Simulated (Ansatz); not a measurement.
## A defect in a wire: Nb wire along [110], 4 atoms a period, OH placed on top of one Nb

What does the defect do to the conductance?

Program: Ansatz 0.2.0. Level of theory: DFT PBE, plane waves, PAW; relaxation of a wire's period, in the first sound run; inputs show where later runs differ. Results are calculated unless marked as measured.

**1. Starting point**

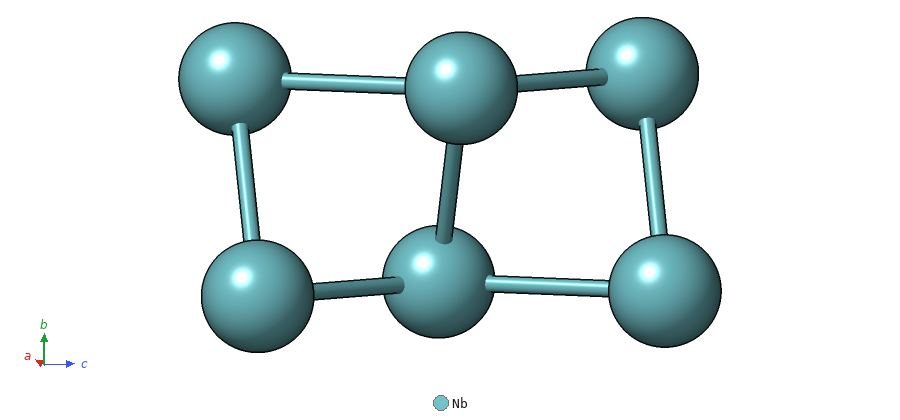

Start, viewed from the side, with the c axis across the page; niobium teal. Some periodic images of atoms are drawn too.

The cell holds 4 atoms: 4 Nb. Cell: a = 8.455 Å, b = 9.141 Å, c = 4.681 Å, α = 90.0°, β = 90.0°, γ = 90.0°. Vacuum lies along a and b. The structure's axis is c.

**2. The relaxed wire**

Band widths follow the bond lengths, so the wire is relaxed first. The atoms and the third cell vector are free; the box across stays fixed as vacuum. A Fermi-Dirac smearing is set since the result may be a metal. The pressure printed is a third of the stress's trace over the whole box, vacuum included; only the stress along the axis is relaxed.

The input, input.yaml:

```yaml
crystal:
  lattice:
    - [8.455, 0.0, 0.0]
    - [0.0, 9.141, 0.0]
    - [0.0, 0.0, 4.6810468915]
  atoms:
    - { symbol: Nb, position: [0.402128918, 0.371950552, 0.0] }
    - { symbol: Nb, position: [0.597871082, 0.627997314, 0.0] }
    - { symbol: Nb, position: [0.402128918, 0.627997314, 0.5] }
    - { symbol: Nb, position: [0.597871082, 0.371950552, 0.5] }
kpoints:
  mp_grid: { grid: [1, 1, 18] }
scf:
  occupations: { method: fermi_dirac, width: 0.05 }
hamiltonian:
  xc: pbe
relax:
  cell: { fix: [a, b, alpha, beta, gamma] }
  max_steps: 60
```

Command:

```console
> ansatz run input.yaml --threads 4 --pin off --max-ram 16384MiB --backend cpu --events-out ev --progress --plain --runs-dir out
```

Numbers of over 12 decimals in the logs are rounded to 6 here.

What it wrote:

```text
Engine: ansatz 0.2.0, aarch64-unknown-linux-gnu
Pseudopotentials: kind: paw
Pseudopotential: Nb, paw, valence charge 13, recommended cutoff 420 eV (normal), Nb.paw.azcp
Functional definition: PBE
  parameter kappa = 0.804
  parameter beta = 0.066725
  exchange = pbe_x(kappa = kappa, mu = beta*pi^2/3)
  correlation = pbe_c(beta = beta)
Crystal: 4 atoms, lattice volume = 361.785 Å³
Basis set: ecut = 420 eV, 7049 PW (Γ), exchange–correlation on 120×128×64 points (8 copies of the dense FFT grid, shifted against one another)
Bands: 32, of which v1, the nominal top of the filled ones, is band 26 counted from 1 (25 counted from 0)
Symmetry: 8 space group operations
Space group: Pccm (ITA 49), of the structure as read, at distance tolerance 7.1e-5 Å
k-points: 10 of 18
Non-local potential: Nb, projectors of the file, l = 0: 3, l = 1: 2, l = 2: 2, l = 3: 1
PAW form: soft (Blöchl's): semilocal exchange-correlation on the pseudo side does not see the compensation charge
PAW one-centre angular grid: Nb, 590 points (default); XC on 64 Gauss nodes
Initial density: superposition of atomic densities (neutral atoms: chi_scale 0, normalization atom), corrected by the library's trained network
Initial wavefunctions: pseudopotential atomic-orbital guess
Functional: x = pbe(κ = 0.804, μ = 0.219515), c = pbe(β = 0.066725)
SCF iter   1: F=—  HF=-18196.588111 eV  |F-HF|=—  |Δ(HF+E_count)|=         —  Δρ=5.77e-3  dr2=2.18e-1  ethr=1.77e-3  ⟨swp⟩=6.4  Hψ=1316  notcnv=0
preconditioner: auto → LDOS  [metal: Δε(μ)=0.088 eV  Ē_g=1.842 eV  σ=0.050 eV  W_gap=0.41  n_scr=42 (ndim 8)  ℏωp=8.7 eV  f_vac=0.510  D(μ)=7.95/eV (n_scr^D=42)  β→1.0]
SCF iter   2: F=—  HF=-18196.573000 eV  |F-HF|=—  |Δ(HF+E_count)|=   1.51e-2  Δρ=2.85e-3  dr2=9.74e-2  ethr=4.19e-4  ⟨swp⟩=3.4  Hψ=592  notcnv=0
SCF iter   3: F=—  HF=-18196.566339 eV  |F-HF|=—  |Δ(HF+E_count)|=   6.66e-3  Δρ=8.65e-4  dr2=8.08e-3  ethr=1.87e-4  ⟨swp⟩=2.7  Hψ=490  notcnv=0
SCF iter   4: F=—  HF=-18196.566006 eV  |F-HF|=—  |Δ(HF+E_count)|=   3.33e-4  Δρ=2.34e-4  dr2=4.15e-4  ethr=1.55e-5  ⟨swp⟩=2.2  Hψ=464  notcnv=0
SCF iter   5: F=—  HF=-18196.566221 eV  |F-HF|=—  |Δ(HF+E_count)|=   2.16e-4  Δρ=7.59e-5  dr2=4.34e-5  ethr=7.99e-7  ⟨swp⟩=2.4  Hψ=478  notcnv=0
SCF iter   6: F=—  HF=-18196.566416 eV  |F-HF|=—  |Δ(HF+E_count)|=   1.95e-4  Δρ=2.94e-5  dr2=9.57e-6  ethr=8.35e-8  ⟨swp⟩=2.4  Hψ=575  notcnv=0
SCF iter   7: F=—  HF=-18196.566417 eV  |F-HF|=—  |Δ(HF+E_count)|=   5.50e-7  Δρ=1.06e-5  dr2=6.04e-7  ethr=1.84e-8  ⟨swp⟩=2.9  Hψ=643  notcnv=0
SCF iter   8: F=-18196.566417 eV  HF=-18196.566417 eV  |F-HF|=2.12e-9  |Δ(HF+E_count)|=   3.81e-7  Δρ=2.69e-6  dr2=5.22e-8  ethr=1.92e-10  ⟨swp⟩=5.6  Hψ=1265  notcnv=0
SCF 1 converged in 8 iterations: F = -18196.566417 eV  dr2 = 5.22e-8
  greatest PAW one-centre occupation: 0.998 electrons in one spin orbital (limit 2), on the Nb atom at site 3 (counted from 0), in its partial waves of l = 0
relax step   1: F+E_penalty+E_count = -18196.56641700 eV  Δ(F+E_penalty+E_count) = +0.000e0 eV  max|allowed force component| = 2.852e0 eV/Å  Δτ_max = 0.0000 Å  P = -5.309 GPa  Ω = 361.785 Å³  fix = [a, b, alpha, beta, gamma]  reactions: a -2.240, b -5.689 GPa  (8 SCF iters, dr2 threshold 1.00e-7 eV, accepted)
Crystal: 4 atoms, lattice volume = 352.372 Å³
Basis set: ecut = 420 eV, 6869 PW (Γ), exchange–correlation on 120×128×64 points (8 copies of the dense FFT grid, shifted against one another)
Initial density: handed on by an earlier stage of this run
Initial wavefunctions: those handed on with the density
SCF iter   1: F=—  HF=-18199.113405 eV  |F-HF|=—  |Δ(HF+E_count)|=         —  Δρ=1.74e-2  dr2=1.76e0  ethr=3.10e-3  ⟨swp⟩=9.2  Hψ=1551  notcnv=0
preconditioner: auto → LDOS  [metal: Δε(μ)=0.097 eV  Ē_g=2.406 eV  σ=0.050 eV  W_gap=0.44  n_scr=42 (ndim 8)  ℏωp=8.8 eV  f_vac=0.554  D(μ)=4.81/eV (n_scr^D=26)  β→1.0]
SCF iter   2: F=—  HF=-18198.945079 eV  |F-HF|=—  |Δ(HF+E_count)|=   1.68e-1  Δρ=1.03e-2  dr2=9.79e-1  ethr=3.10e-3  ⟨swp⟩=3.9  Hψ=748  notcnv=0
SCF iter   3: F=—  HF=-18198.843841 eV  |F-HF|=—  |Δ(HF+E_count)|=   1.01e-1  Δρ=2.87e-3  dr2=7.13e-2  ethr=1.88e-3  ⟨swp⟩=3.4  Hψ=585  notcnv=0
SCF iter   4: F=—  HF=-18198.836405 eV  |F-HF|=—  |Δ(HF+E_count)|=   7.44e-3  Δρ=7.70e-4  dr2=2.75e-3  ethr=1.37e-4  ⟨swp⟩=2.3  Hψ=556  notcnv=0
SCF iter   5: F=—  HF=-18198.837947 eV  |F-HF|=—  |Δ(HF+E_count)|=   1.54e-3  Δρ=2.25e-4  dr2=2.99e-4  ethr=5.29e-6  ⟨swp⟩=2.8  Hψ=638  notcnv=0
SCF iter   6: F=—  HF=-18198.838347 eV  |F-HF|=—  |Δ(HF+E_count)|=   4.01e-4  Δρ=9.40e-5  dr2=4.27e-5  ethr=5.76e-7  ⟨swp⟩=2.1  Hψ=542  notcnv=0
SCF iter   7: F=—  HF=-18198.838364 eV  |F-HF|=—  |Δ(HF+E_count)|=   1.66e-5  Δρ=2.73e-5  dr2=1.62e-6  ethr=8.21e-8  ⟨swp⟩=2.0  Hψ=540  notcnv=0
SCF iter   8: F=-18198.838371 eV  HF=-18198.838370 eV  |F-HF|=4.23e-7  |Δ(HF+E_count)|=   6.53e-6  Δρ=9.04e-6  dr2=1.69e-7  ethr=7.69e-10  ⟨swp⟩=5.9  Hψ=1241  notcnv=0
SCF 2 converged in 8 iterations: F = -18198.838371 eV  dr2 = 1.69e-7
relax step   2: F+E_penalty+E_count = -18198.83837061 eV  Δ(F+E_penalty+E_count) = -2.272e0 eV  max|allowed force component| = 1.626e0 eV/Å  Δτ_max = 0.1950 Å  P = -1.697 GPa  Ω = 352.372 Å³  energy of the carried Pulay correction = +3.238e-4 eV  fix = [a, b, alpha, beta, gamma]  reactions: a +0.719, b -2.765 GPa  (8 SCF iters, dr2 threshold 4.00e-7 eV, accepted)
Crystal: 4 atoms, lattice volume = 346.995 Å³
Basis set: ecut = 420 eV, 6793 PW (Γ), exchange–correlation on 120×128×64 points (8 copies of the dense FFT grid, shifted against one another)
iter 1 solved again at ethr=1.19e-3 eV; its pass at ethr=3.10e-3 eV (dr2=6.20e-1 eV) is discarded
SCF iter   1: F=—  HF=-18199.458877 eV  |F-HF|=—  |Δ(HF+E_count)|=         —  Δρ=1.51e-2  dr2=6.41e-1  ethr=1.19e-3  ⟨swp⟩=1.3  Hψ=1952  notcnv=0
preconditioner: auto → LDOS  [metal: Δε(μ)=0.076 eV  Ē_g=2.566 eV  σ=0.050 eV  W_gap=0.34  n_scr=42 (ndim 8)  ℏωp=8.9 eV  f_vac=0.563  D(μ)=6.06/eV (n_scr^D=38)  β→1.0]
SCF iter   2: F=—  HF=-18199.419294 eV  |F-HF|=—  |Δ(HF+E_count)|=   3.96e-2  Δρ=4.95e-3  dr2=1.68e-1  ethr=1.19e-3  ⟨swp⟩=3.6  Hψ=554  notcnv=0
SCF iter   3: F=—  HF=-18199.422445 eV  |F-HF|=—  |Δ(HF+E_count)|=   3.15e-3  Δρ=1.95e-3  dr2=3.72e-2  ethr=3.23e-4  ⟨swp⟩=3.5  Hψ=609  notcnv=0
SCF iter   4: F=—  HF=-18199.418921 eV  |F-HF|=—  |Δ(HF+E_count)|=   3.52e-3  Δρ=7.24e-4  dr2=2.25e-3  ethr=7.15e-5  ⟨swp⟩=2.2  Hψ=502  notcnv=0
SCF iter   5: F=—  HF=-18199.419071 eV  |F-HF|=—  |Δ(HF+E_count)|=   1.50e-4  Δρ=1.63e-4  dr2=1.38e-4  ethr=4.33e-6  ⟨swp⟩=2.6  Hψ=560  notcnv=0
[...]
[... from here on, the SCF cycles and remarks between the steps are left out ...]
relax step   4: F+E_penalty+E_count = -18199.67384907 eV  Δ(F+E_penalty+E_count) = -2.545e-1 eV  max|allowed force component| = 3.495e-1 eV/Å  Δτ_max = 0.0736 Å  P = -1.121 GPa  Ω = 333.646 Å³  energy of the carried Pulay correction = +9.941e-4 eV  fix = [a, b, alpha, beta, gamma]  reactions: a -0.454, b -0.079 GPa  (7 SCF iters, dr2 threshold 4.00e-7 eV, accepted)
relax step   5: F+E_penalty+E_count = -18199.93842103 eV  Δ(F+E_penalty+E_count) = -2.646e-1 eV  max|allowed force component| = 4.055e-2 eV/Å  Δτ_max = 0.0362 Å  P = -0.664 GPa  Ω = 316.433 Å³  energy of the carried Pulay correction = +1.643e-3 eV  fix = [a, b, alpha, beta, gamma]  reactions: a +0.335, b +0.220 GPa  (7 SCF iters, dr2 threshold 4.00e-7 eV, accepted)
relax step   6: F+E_penalty+E_count = -18200.35020485 eV  Δ(F+E_penalty+E_count) = -4.118e-1 eV  max|allowed force component| = 3.767e-1 eV/Å  Δτ_max = 0.0545 Å  P = -0.933 GPa  Ω = 298.344 Å³  energy of the carried Pulay correction = +2.362e-3 eV  fix = [a, b, alpha, beta, gamma]  reactions: a +1.071, b +0.840 GPa  (8 SCF iters, dr2 threshold 4.00e-7 eV, accepted)
relax step   7: F+E_penalty+E_count = -18201.14848059 eV  Δ(F+E_penalty+E_count) = -7.983e-1 eV  max|allowed force component| = 3.291e-1 eV/Å  Δτ_max = 0.0576 Å  P = -1.551 GPa  Ω = 280.254 Å³  energy of the carried Pulay correction = +3.121e-3 eV  fix = [a, b, alpha, beta, gamma]  reactions: a +0.846, b +0.665 GPa  (9 SCF iters, dr2 threshold 4.00e-7 eV, accepted)
relax step   8: F+E_penalty+E_count = -18201.81370561 eV  Δ(F+E_penalty+E_count) = -6.652e-1 eV  max|allowed force component| = 2.131e-1 eV/Å  Δτ_max = 0.0437 Å  P = -1.137 GPa  Ω = 262.608 Å³  energy of the carried Pulay correction = +3.904e-3 eV  fix = [a, b, alpha, beta, gamma]  reactions: a +0.560, b +0.525 GPa  (8 SCF iters, dr2 threshold 4.00e-7 eV, accepted)
relax step   9: F+E_penalty+E_count = -18202.13794635 eV  Δ(F+E_penalty+E_count) = -3.242e-1 eV  max|allowed force component| = 4.349e-2 eV/Å  Δτ_max = 0.0444 Å  P = +0.010 GPa  Ω = 244.992 Å³  energy of the carried Pulay correction = +4.731e-3 eV  fix = [a, b, alpha, beta, gamma]  reactions: a +0.031, b +0.242 GPa  (7 SCF iters, dr2 threshold 4.00e-7 eV, accepted)
relax step  10: F+E_penalty+E_count = -18202.13915770 eV  Δ(F+E_penalty+E_count) = -1.211e-3 eV  max|allowed force component| = 9.490e-3 eV/Å  Δτ_max = 0.0069 Å  P = +0.133 GPa  Ω = 244.168 Å³  energy of the carried Pulay correction = +4.771e-3 eV  fix = [a, b, alpha, beta, gamma]  reactions: a +0.184, b +0.164 GPa  (6 SCF iters, dr2 threshold 1.49e-7 eV, accepted)
relax step  11: F+E_penalty+E_count = -18202.13917699 eV  Δ(F+E_penalty+E_count) = -1.929e-5 eV  max|allowed force component| = 2.259e-4 eV/Å  Δτ_max = 0.0005 Å  P = +0.105 GPa  Ω = 244.282 Å³  energy of the carried Pulay correction = +4.766e-3 eV  fix = [a, b, alpha, beta, gamma]  reactions: a +0.158, b +0.154 GPa  (6 SCF iters, dr2 threshold 6.33e-9 eV, accepted)
Basis set: ecut = 420 eV, 4773 PW (Γ), exchange–correlation on 120×128×48 points (8 copies of the dense FFT grid, shifted against one another)
Initial wavefunctions: pseudopotential atomic-orbital guess (no wavefunctions were taken with the density)
iter 1 solved again at ethr=1.40e-7 eV; its pass at ethr=3.10e-3 eV (dr2=7.29e-5 eV) is discarded
SCF iter   1: F=—  HF=-18202.137231 eV  |F-HF|=—  |Δ(HF+E_count)|=         —  Δρ=1.51e-4  dr2=6.25e-6  ethr=1.40e-7  ⟨swp⟩=4.4  Hψ=2395  notcnv=0
SCF iter   2: F=—  HF=-18202.137249 eV  |F-HF|=—  |Δ(HF+E_count)|=   1.79e-5  Δρ=1.68e-5  dr2=3.43e-7  ethr=1.20e-8  ⟨swp⟩=2.0  Hψ=580  notcnv=0
SCF iter   3: F=—  HF=-18202.137353 eV  |F-HF|=—  |Δ(HF+E_count)|=   1.04e-4  Δρ=5.63e-6  dr2=9.53e-8  ethr=6.60e-10  ⟨swp⟩=2.2  Hψ=585  notcnv=0
SCF iter   4: F=—  HF=-18202.137353 eV  |F-HF|=—  |Δ(HF+E_count)|=   3.02e-8  Δρ=1.31e-6  dr2=1.56e-8  ethr=1.83e-10  ⟨swp⟩=2.6  Hψ=656  notcnv=0
SCF iter   5: F=—  HF=-18202.137353 eV  |F-HF|=—  |Δ(HF+E_count)|=   3.06e-9  Δρ=3.01e-7  dr2=3.84e-10  ethr=3.01e-11  ⟨swp⟩=2.5  Hψ=558  notcnv=0
SCF iter   6: F=—  HF=-18202.137353 eV  |F-HF|=—  |Δ(HF+E_count)|=  3.64e-12  Δρ=1.12e-7  dr2=5.51e-11  ethr=1.00e-12  ⟨swp⟩=5.3  Hψ=1214  notcnv=0
SCF iter   7: F=-18202.137353 eV  HF=-18202.137353 eV  |F-HF|=7.28e-12  |Δ(HF+E_count)|=  7.28e-12  Δρ=2.18e-8  dr2=2.14e-12  ethr=1.00e-12  ⟨swp⟩=5.0  Hψ=1019  notcnv=0
SCF 12 converged in 7 iterations: F = -18202.137353 eV  dr2 = 2.14e-12
relax step  12: F+E_penalty+E_count = -18202.13735280 eV  Δ(F+E_penalty+E_count) = +1.824e-3 eV  max|allowed force component| = 5.890e-4 eV/Å  Δτ_max = 0.0000 Å  P = +0.103 GPa  Ω = 244.282 Å³  fix = [a, b, alpha, beta, gamma]  reactions: a +0.158, b +0.154 GPa  stress off target by 4.00e-3 GPa on what of the cell is left free  SCF on the basis re-selected at this cell (its energy is not comparable with the rows above)  (7 SCF iters)
basis re-selected at this cell: Δ(F+E_penalty+E_count) = +1.824e-3 eV, ΔP = -0.002 GPa vs the last step (what re-selecting the basis moved, of the pressure what is left beyond the Pulay correction that the steps carried, after the strain that the cell walked since its last selection, with what the two solves' SCF thresholds leave and, on support functions, any second-order correction that the steps lacked; it is no measure of the basis error at this ecutwfc). The dense FFT grid was sized anew with the basis: this SCF ran on 60×64×24 points, the steps before it on 60×64×32, so part of this shift can come from that change (see relax.cell in the input reference). [rest of the remark cut]
SCF converged after 7 iterations
Free energy (F): -18202.137353 eV
Harris-Foulkes:  -18202.137353 eV  (|F-HF|=7.28e-12)
Internal energy: -18202.115669 eV  (E = F + TS)
E sigma→0 (E₀):  -18202.126511 eV
Entropy (-TS):   -0.021684 eV (-5.421 meV/atom)
Fermi energy:    3.342127 eV
--- Per-component energies (eV) ---
  E_band       = -1037.718306
  E_kinetic    = 1579.101851
  E_local      = -12369.917391  (includes V_loc(G=0)·N_el)
  E_nonlocal   = 489.658362
  E_hartree    = 5271.358725
  E_xc         = -696.926586
  E_vxc        = -844.568747  (∫ρ·V_xc dr)
  E_paw        = -12296.496403  (= ΣΔE_a)
  E_vpaw       = -434.709997  (= ΣTr[D̂ρ^β])
  E_aug_tail   = 0.000027  (compensation charges beyond the density's cutoff)
  E_ewald      = -178.894255
  E_smearing   = -0.021684  (= −TS)
  E_closure    = 0.000000  (closes the sum)
  Σ components = -18202.137353   (vs F -18202.137353, Δ=0.00e0)
--- Forces (eV/Å), atoms counted from 1 ---
  atom   1  Nb    -0.00058899    -0.00042105    -0.00000000
  atom   2  Nb     0.00058899     0.00042105     0.00000000
  atom   3  Nb    -0.00058899     0.00042105    -0.00000000
  atom   4  Nb     0.00058899    -0.00042105     0.00000000
  max |Σ_I F_I| component: 1.08e-19 eV/Å
--- Stress (GPa, compression-positive) ---
        0.158430      -0.000000       0.000000
       -0.000000       0.154199       0.000000
        0.000000       0.000000      -0.003999
  P = ⅓ Tr σ = 0.1029 GPa (1.029 kbar)
--- Relaxed structure (11 steps of the walk, 11 accepted, 1 SCFs on fresh bases) ---
  F+E_penalty+E_count = -18202.13735280 eV   max|allowed force component| = 5.890e-4 eV/Å   (the final SCF, on the basis selected at the relaxed cell)
  cell:  # Å, volume = 244.2819 Å³
    - [8.455, 0, 0]
    - [0, 9.141, 0]
    - [0, 0, 3.160705]
  atoms:
    - { symbol: Nb, position: [0.375785, 0.385170, 2.6413932325184262e-18] }
    - { symbol: Nb, position: [0.624215, 0.614778, -2.6413932325184262e-18] }
    - { symbol: Nb, position: [0.375785, 0.614778, 0.5] }
    - { symbol: Nb, position: [0.624215, 0.385170, 0.5] }
```

It took 17 s on 4 threads of Arm Neoverse V2, shared host; peak memory 0.66 GiB.

Relaxation path:

```tsv
step	energy less that of the first step (eV)	largest force component (eV/Å)	pressure (GPa)	volume (Å³)
1	0.0000	2.8520	-5.31	361.78
2	-2.2720	1.6258	-1.70	352.37
3	-2.8529	0.8787	0.26	347.00
4	-3.1074	0.3495	-1.12	333.65
5	-3.3720	0.0405	-0.66	316.43
6	-3.7838	0.3767	-0.93	298.34
7	-4.5821	0.3291	-1.55	280.25
8	-5.2473	0.2131	-1.14	262.61
9	-5.5715	0.0435	0.01	244.99
10	-5.5727	0.0095	0.13	244.17
11	-5.5728	0.0002	0.10	244.28
12*	-5.5709	0.0006	0.10	244.28
```

Relaxation steps marked * repeat the geometry before them on a plane-wave basis chosen anew for their cell, so energy and pressure can jump there.

The run keeps the 8 symmetry operations that it works with, so distortions that break them were not tested.

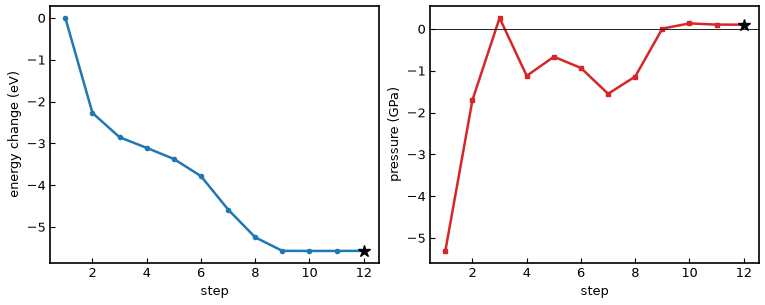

Energy and pressure along the relaxation. Stars mark steps on a basis chosen anew.

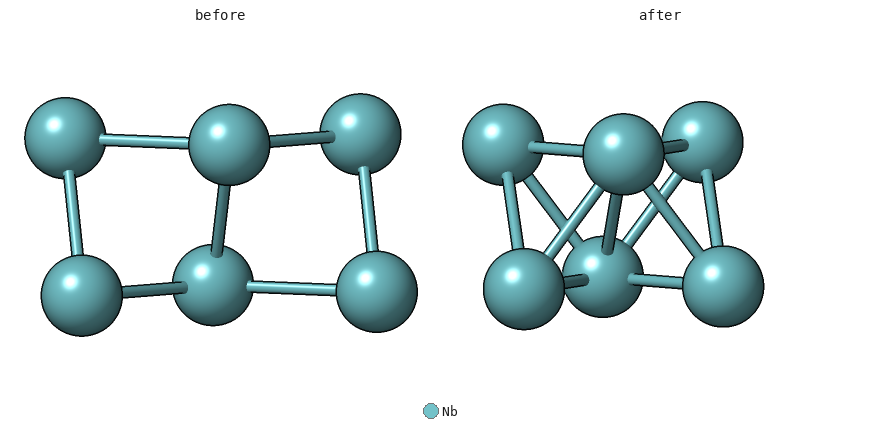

Before and after, at one scale.

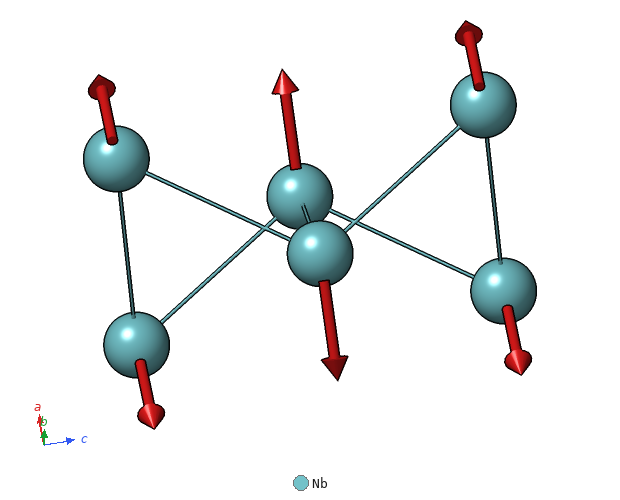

Displacements in the relaxation, exaggerated, measured against the changing cell; the longest in the cell stands for 0.25 Å. Some periodic images of atoms are drawn too.

```tsv
cell as run	before	after	change
c (Å)	4.681	3.161	-32.5 %
```

The atoms that moved most (Å, along periodic axes as changes of fractional coordinates times the final cell, across vacuum about the mean position):

```tsv
atom	dx	dy	dz	length
Nb1	-0.223	0.121	0.000	0.253
Nb2	0.223	-0.121	0.000	0.253
Nb3	-0.223	-0.121	0.000	0.253
Nb4	0.223	0.121	0.000	0.253
```

The relaxed structure:

```cif
data_structure
_symmetry_space_group_name_H-M 'P 1'
_symmetry_Int_Tables_number 1
_cell_length_a 8.4550
_cell_length_b 9.1410
_cell_length_c 3.1607
_cell_angle_alpha 90.000
_cell_angle_beta 90.000
_cell_angle_gamma 90.000
_cell_volume 244.28
loop_
_atom_site_label
_atom_site_type_symbol
_atom_site_fract_x
_atom_site_fract_y
_atom_site_fract_z
_atom_site_occupancy
Nb1 Nb 0.37578 0.38517 0.00000 1
Nb2 Nb 0.62422 0.61478 0.00000 1
Nb3 Nb 0.37578 0.61478 0.50000 1
Nb4 Nb 0.62422 0.38517 0.50000 1
```

Numbers from this step:

```
energy at zero smearing    : -18202.1265 eV
cell length along the wire : 3.161 Å
```

The cell's length comes to 3.161 Å with spin left out. That is -32 % against the start, more than a small adjustment. 4 contacts a cell pass between under 1.1 and over 1.27 times the sum of covalent radii, so the wire has rearranged from the shape that names it.

(Continued in part 2 of 3.)

[Logs are printed without paths, hosts, clocks, repeated set-up lines and the standing remarks that a program may print on its own settings, such as how far it seeks lower states.]

[Hosts, paths, dates, database ids (printed as entryN), source tags and the programs' standing remarks are cut or masked in the printed files.]
